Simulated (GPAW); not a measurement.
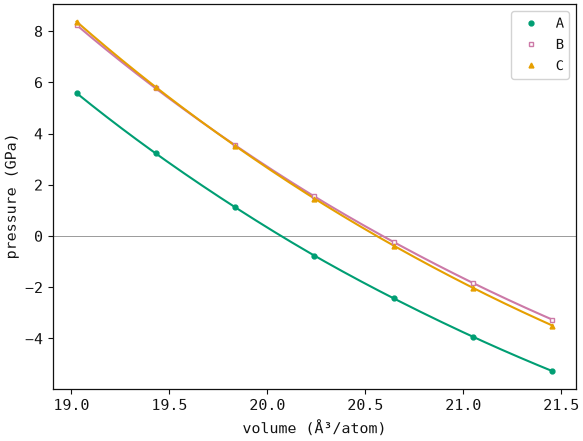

Plotted: pressure against volume, with one curve for each functional, for GaP (space group F-43m). The labels are replaced by letters. In alphabetical order the cases are: LDA; PBEsol; r2SCAN.

Computed with GPAW 26.7.0: PAW DFT in plane waves, on a grid or in atomic orbitals, no spin polarisation; energies at scaled volumes of the given cell, shape and fractions fixed, counted from the fit's minimum, third-order Birch-Murnaghan fit. All runs: no spin polarisation.

- k mesh: 8×8×8
- occupations: Fermi–Dirac
- smearing width: 0.05 eV
- wave cutoff: 600 eV

### Which letter stands for which functional?

A: LDA; B: PBEsol; C: r2SCAN.
